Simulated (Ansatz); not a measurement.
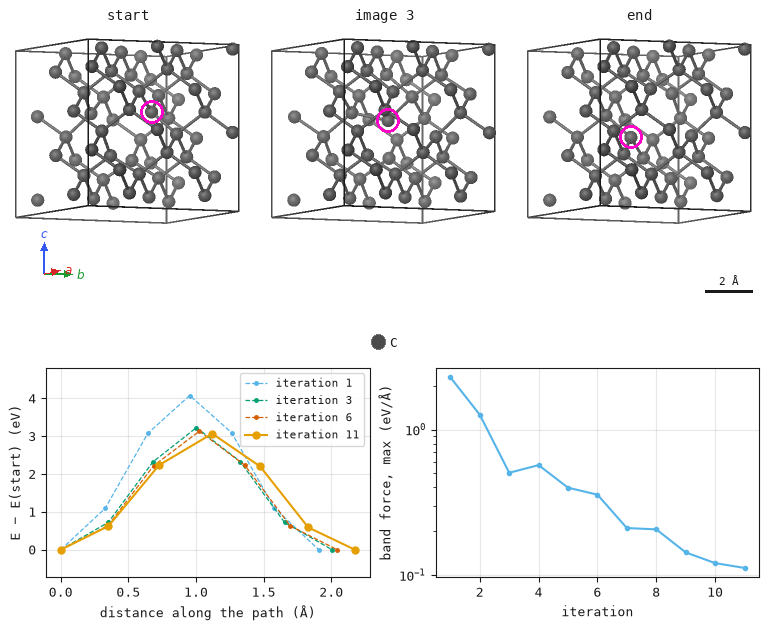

A nudged-elastic-band calculation for C with a C vacancy (63 atoms in the cell, charge +1). Images are numbered from 0 (start) to 6 (end). The plot follows the band through its iterations. Style: ball-and-stick. Shown: the simulation cell (origin moved), from a free direction. The moving atom is ringed, with any periodic copies. Bonds to atoms that aren't drawn are left out.

Level of theory: DFT PBEsol, scalar-relativistic, plane waves, PAW in Ansatz. Set-up: plane-wave cutoff 420 eV; k-point mesh 2 × 2 × 2; Fermi-Dirac smearing 0.05 eV; spin collinear; 5 movable images; climbing image; force threshold 0.03 eV/Å; iteration limit 11; optimiser L-BFGS; starting path by image-dependent pair potential.

Question: Did the band converge, and can the barrier be trusted?

Answer: The result isn't final. The band hadn't converged when the run stopped after 11 iterations. The largest component of the band force went from 2.3 to 0.11 eV/Å. The barrier read from it is provisional, though the highest image hardly moved in the last two iterations. The first iteration put the highest image at 4.08 eV. The two ends have the same energy, and the highest point, image 3, lies 3.07 eV above the start.

Limits of the set-up: the periodic images lie only 7.1 Å apart, so the values are limited by the cell's size; the cell is charged, on a uniform background, and energies carry no finite-size correction.

The run took 13 min on 4 threads of Arm Neoverse V2 (shared host), peak memory 4.8 GiB.

PAW datasets: the set soft_1.
